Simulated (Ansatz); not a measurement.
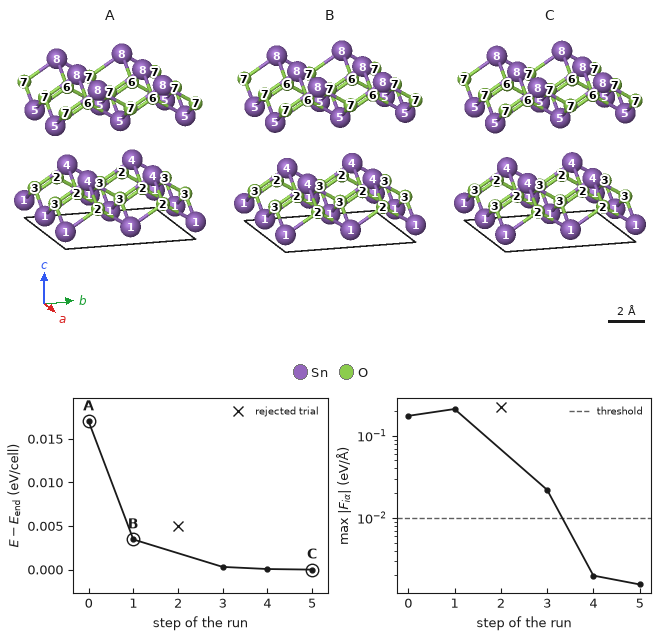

Frames of a constrained relaxation of a slab of composition SnO, marked on the history of the run. The picture is a ball-and-stick view of the 2 × 2 repeat of the cell, outlined in the plane, without the vacuum, seen slightly off an axis.

Case: bilayer, upper layer shifted by (0.5, 0).

The calculation used DFT PBE+D3(BJ), scalar-relativistic, plane waves, PAW (Ansatz 0.2.0).

Input file:
```yaml
crystal:
  lattice:
    - [3.8206509696, 5.3778e-06, 0.0]
    - [-5.2408e-06, 3.8206509696, 0.0]
    - [0.0, 0.0, 42.05601803]
  atoms:
    - { symbol: Sn, position: [0.9998505585, 0.9998505585, 0.4045557641] }
    - { symbol: O, position: [0.9998515594, 0.4998511063, 0.4326611782] }
    - { symbol: O, position: [0.4998511063, 0.9998515594, 0.4326611782] }
    - { symbol: Sn, position: [0.4998494575, 0.4998494575, 0.4607666137] }
    - { symbol: Sn, position: [0.4998505585, 0.9998505585, 0.5392333863] }
    - { symbol: O, position: [0.4998515594, 0.4998511063, 0.5673388004] }
    - { symbol: O, position: [0.9998511063, 0.9998515594, 0.5673388004] }
    - { symbol: Sn, position: [0.9998494575, 0.4998494575, 0.5954442359] }
  periodic: [true, true, false]
basis:
  ecutwfc: 420
kpoints:
  mp_grid: { grid: [6, 6, 1] }
  band_path:
    path:
      - [0, 0, 0]
      - [0.5, 0, 0]
      - [0.5, 0.5, 0]
      - [0, 0.5, 0]
      - [0, 0, 0]
      - [0.5, 0.5, 0]
    npoints: 8
hamiltonian:
  xc: pbe
  dispersion: d3bj
scf:
  occupations: { method: gaussian, width: 0.02 }
output:
  forces: true
  stress: true
  eigenvalues: true
  write_density: true
  write_potential: true
  elf: true
  volumetric_format: npy
relax:
  adjacent_minimum: "off"
  f_tol: 0.01
  max_steps: 50
  constraints: [{ sites: [0, 4], fix: xy }]
```

Launched with:
```bash
ansatz run input.yaml --threads 2 --pin off --max-ram 5120MiB --backend cpu --events-out ev --progress --plain --runs-dir out
```

### Describe the path.

After 4 accepted moves (5 points after the start) the energy has fallen by 17.0 meV per cell of the calculation. Largest force component: 0.17 eV/Å at the start, 0.0015 eV/Å at the end. The line search rejected the trial step at point 2 of the run. The largest moves relative to the layer's centre, 0.16 Å, are those of Sn4 and Sn5. Sn5 goes along the normal (+c). By element the largest moves are Sn 0.16 Å, O 0.16 Å. The cell stays as it was. The run took 3.6 min on 2 threads of AMD EPYC 7R43 64-Core Processor (Zen 3), with other jobs on the host, peak memory 1.3 GiB. From step 0 to 1: Sn atoms move most (0.19 Å), energy −13.5 meV per cell of the calculation. From step 1 to 5: Sn atoms move most (0.04 Å), energy −3.5 meV per cell of the calculation.
